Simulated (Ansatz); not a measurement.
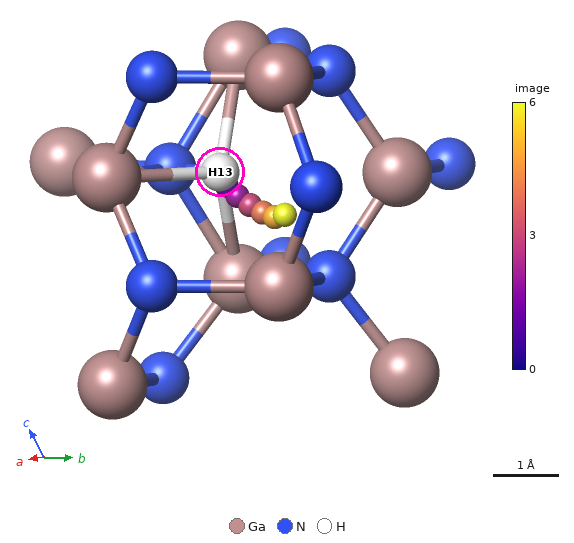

A search for the minimum-energy path of a defect cell of composition Ga6HN6 (cell charge +1) (13 atoms in the cell) by the nudged elastic band. Images are numbered from 0 (start) to 6 (end). The start is drawn whole; smaller spheres mark the moving atoms (H) in the later images, joined by lines and coloured by the number of the image. The picture is a ball-and-stick view of the atoms within 3.6 Å of the middle of the path, seen from a free direction. The moving atom is ringed, with any periodic copies. Bonds to atoms that aren't drawn are left out.

Computed with Ansatz 0.2.0, DFT PBE, scalar-relativistic, plane waves, PAW.

Input
```yaml
crystal:
  lattice:
    - [0.0, 0.0, -5.2431684262]
    - [4.827556226, 2.7871908866, 0.0]
    - [1.0e-10, -5.5743817732, 0.0]
  atoms:
    - { symbol: Ga, position: [0.4879939408, 0.6613487345, 0.6425479345] }
    - { symbol: Ga, position: [0.4970421514, 0.321797692, 4.42933e-05] }
    - { symbol: Ga, position: [0.4879565403, 1.0188245186, 0.3575357844] }
    - { symbol: Ga, position: [0.0008688608, 0.3343537365, 0.3347913074] }
    - { symbol: Ga, position: [0.0008614097, -0.0004340114, 0.6652287313] }
    - { symbol: Ga, position: [0.0273587657, 0.6599573054, -1.24452e-05] }
    - { symbol: "N", position: [0.1210791583, 0.6661669195, 0.6649916109] }
    - { symbol: "N", position: [0.1288495201, 0.3304333326, 5.6847e-06] }
    - { symbol: "N", position: [0.1210622295, 1.0011704216, 0.3350128279] }
    - { symbol: "N", position: [0.625934455, 0.3337673447, 0.3291026447] }
    - { symbol: "N", position: [0.6259309612, 0.004727811, 0.6709717925] }
    - { symbol: "N", position: [0.633799862, 0.6939678612, -5.6847e-06] }
    - { symbol: H, position: [0.7005882533, -0.1297897805, 0.0001248791] }
total_charge: 1
basis:
  ecutwfc: 420
  xc_grid: 2
kpoints:
  mp_grid: { grid: [3, 3, 3], shift: [0.0, 0.0, 0.0] }
hamiltonian:
  xc: pbe
scf:
  occupations: { method: gaussian, width: 0.02 }
output:
  forces: true
neb:
  images: 5
  f_tol: 0.05
  max_iterations: 70
  order_check: false
  final_atoms:
    - { symbol: Ga, position: [0.4879565403, 0.6424642156, 0.6612887342] }
    - { symbol: Ga, position: [0.4879939408, 0.3574520655, 0.0188008] }
    - { symbol: Ga, position: [0.4970421514, 0.9999557067, 0.3217533987] }
    - { symbol: Ga, position: [0.0008614097, 0.3347712687, 0.3343372573] }
    - { symbol: Ga, position: [0.0273587657, 1.24452e-05, 0.6599697506] }
    - { symbol: Ga, position: [0.0008688608, 0.6652086926, -0.0004375709] }
    - { symbol: "N", position: [0.1210622295, 0.6649871721, 0.6661575937] }
    - { symbol: "N", position: [0.1210791583, 0.3350083891, 0.0011753086] }
    - { symbol: "N", position: [0.1288495201, 0.9999943153, 0.3304276478] }
    - { symbol: "N", position: [0.6259309612, 0.3290282075, 0.3337560185] }
    - { symbol: "N", position: [0.633799862, 5.6847e-06, 0.6939735459] }
    - { symbol: "N", position: [0.625934455, 0.6708973553, 0.0046647001] }
    - { symbol: H, position: [0.7005882533, -0.0001248791, -0.1299146596] }
```

Command:
```bash
ansatz run input.yaml --threads 4 --pin off --max-ram 10240MiB --backend cpu --events-out ev --progress --plain --runs-dir out
```

Describe the path and its energy.

The H atom travels furthest, 1.25 Å from end to end, along [0 1 −1], on a path that bends up to 0.28 Å away from the straight line. At the highest image its nearest neighbour (N) is 1.46 Å away, against 1.04 Å at the start, and the surrounding atoms stand up to 0.13 Å off the mean of their end positions. Breaking: H–N (1.04 → 2.34 Å). Forming: H–N (2.34 → 1.04 Å). The barrier is about 0.97 eV in both directions, with image 3 at the top; the ends have the same energy. The band converged in 7 iterations, with a climbing image at the top.

Limits of the set-up: the periodic images lie only 5.2 Å apart, so the values are limited by the cell's size; the cell is charged, on a uniform background, and energies carry no finite-size correction.

Cost: 4.2 min on 4 threads of Arm Neoverse V1, on a shared host, peak memory 1.1 GiB.
